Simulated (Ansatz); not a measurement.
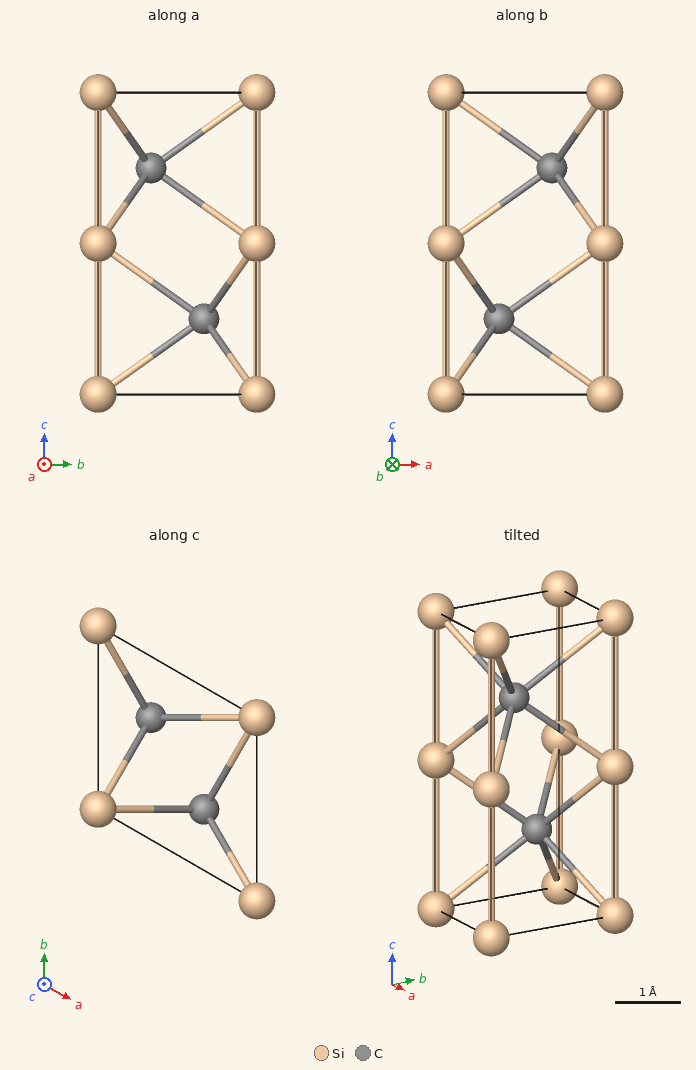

View along the a axis, along the b axis, along the c axis and slightly off an axis, drawn as a ball-and-stick model. The conventional unit cell is drawn as a box.

Lattice parameters: a = 2.8569 Å, b = 2.8569 Å, c = 4.7020 Å, α = 90.000°, β = 90.000°, γ = 120.000°.

Record the structure as a CIF with its space group and independent sites.

```cif
data_structure
_symmetry_space_group_name_H-M 'P 63/m m c'
_symmetry_Int_Tables_number 194
_cell_length_a 2.8569
_cell_length_b 2.8569
_cell_length_c 4.7020
_cell_angle_alpha 90.000
_cell_angle_beta 90.000
_cell_angle_gamma 120.000
_cell_volume 33.23
loop_
_atom_site_label
_atom_site_type_symbol
_atom_site_symmetry_multiplicity
_atom_site_Wyckoff_symbol
_atom_site_fract_x
_atom_site_fract_y
_atom_site_fract_z
_atom_site_occupancy
Si1 Si 2 a 0.0000 0.0000 0.0000 1
C1 C 2 c 0.3333 0.6667 0.2500 1
```

Provenance: a structure type filled with these elements by a generator (whether the compound takes this form wasn't checked). Earlier steps of the study, as a rule a relaxation of our own, may have changed the cell and positions, so they can lie some per cent off the listed ones. Ansatz was used for an electronic-structure calculation on it.

At this level of theory the run's own cell isn't at rest (compressed, at 5 GPa), so its distances can differ from those at equilibrium, the more so the softer the solid.
